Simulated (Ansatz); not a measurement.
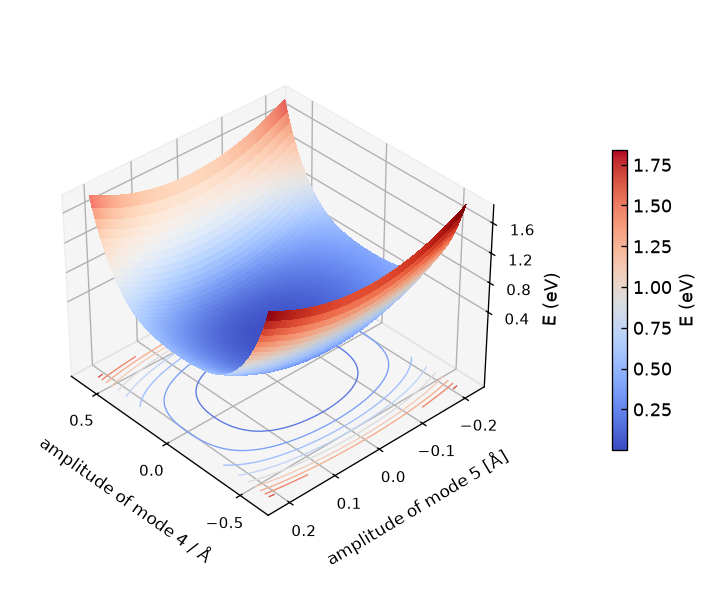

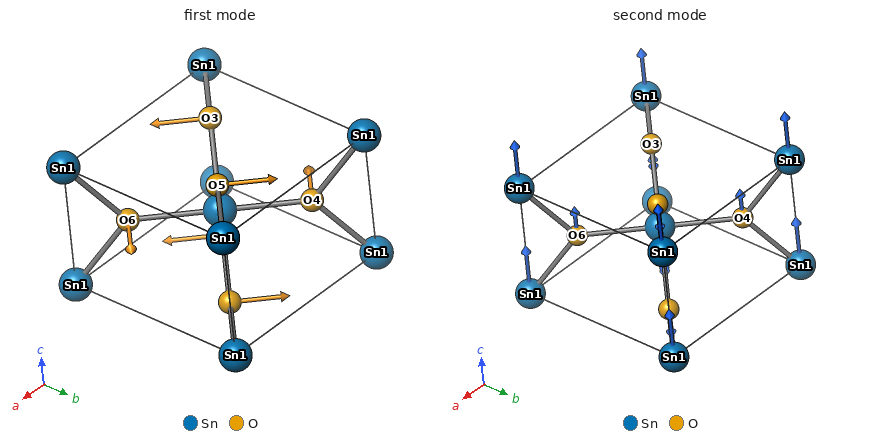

Energy landscape of SnO₂ (P4_2/mnm, No. 136; 6 atoms in the cell). The energy is mapped over two normal modes frozen in (zone-centre modes of the 6-atom cell of this scan). First axis: amplitude of mode 4 (103 cm⁻¹), largest displacement. Second axis: amplitude of mode 5 (143 cm⁻¹), largest displacement. Nothing is relaxed (the cell and all other modes fixed). The grid has 9 × 9 points; 25 points were computed and 56 follow by symmetry. Points are written as (first, second). All energies are given in eV per cell relative to the lowest grid point. Level of theory: Ansatz, DFT PBEsol, scalar-relativistic, plane waves, PAW. Settings: cutoff 520 eV, k-mesh 6×6×8 in the order of the run's cell vectors, gaussian smearing 0.05 eV, no spin polarisation.

In the figure: a relief with its contours projected below. Between grid points the surface is interpolated. The second picture is the structure at the lowest point

Describe this landscape.

The lowest grid point is at (0.000 Å, 0.000 Å). It is the only kind of minimum in the scanned range. The highest grid point, (−0.598 Å, −0.215 Å), lies 1.84 eV above the lowest.

The values on the grid:

```csv
"second ↓, first →",−0.598,−0.449,−0.299,−0.149,0.000,0.149,0.299,0.449,0.598
0.215,1.84,0.98,0.61,0.48,0.46,0.48,0.61,0.98,1.84
0.161,1.67,0.80,0.42,0.29,0.26,0.29,0.42,0.80,1.67
0.107,1.56,0.68,0.29,0.14,0.11,0.14,0.29,0.68,1.56
0.054,1.49,0.60,0.20,0.06,0.03,0.06,0.20,0.60,1.49
0.000,1.46,0.57,0.18,0.03,0.00,0.03,0.18,0.57,1.46
−0.054,1.49,0.60,0.20,0.06,0.03,0.06,0.20,0.60,1.49
−0.107,1.56,0.68,0.29,0.14,0.11,0.14,0.29,0.68,1.56
−0.161,1.67,0.80,0.42,0.29,0.26,0.29,0.42,0.80,1.67
−0.215,1.84,0.98,0.61,0.48,0.46,0.48,0.61,0.98,1.84
```

The input of one point:

```yaml
crystal:
  lattice:
    - [4.7687243422, 0.0, 0.0]
    - [0.0, 4.7687243422, 0.0]
    - [0.0, 0.0, 3.2113691866]
  atoms:
    - { symbol: Sn, position: [0.0, 0.0, 0.0] }
    - { symbol: Sn, position: [0.5, 0.5, 0.5] }
    - { symbol: O, position: [0.3062980674, 0.3062980674, 0.0] }
    - { symbol: O, position: [0.1937019326, 0.8062980674, 0.5] }
    - { symbol: O, position: [0.6937019326, 0.6937019326, 0.0] }
    - { symbol: O, position: [0.8062980674, 0.1937019326, 0.5] }
basis:
  ecutwfc: 520.0
kpoints:
  mp_grid: { grid: [6, 6, 8] }
hamiltonian:
  xc: pbesol
  pseudopotentials: { kind: paw, azcp: { folder: soft_1 } }
scf:
  occupations: { method: gaussian, width: 0.05 }
output:
  forces: true
  stress: true
  eigenvalues: true
  write_density: true
  write_potential: true
  elf: true
  volumetric_format: npy
```

Each point was launched as `ansatz run input.yaml --threads 2 --pin off --max-ram 4096MiB --backend cpu --events-out ev --progress --plain --runs-dir out`. Time for the 25 points that were run: 8.7 min on 2 threads of Arm Neoverse N1, with other jobs on the host.
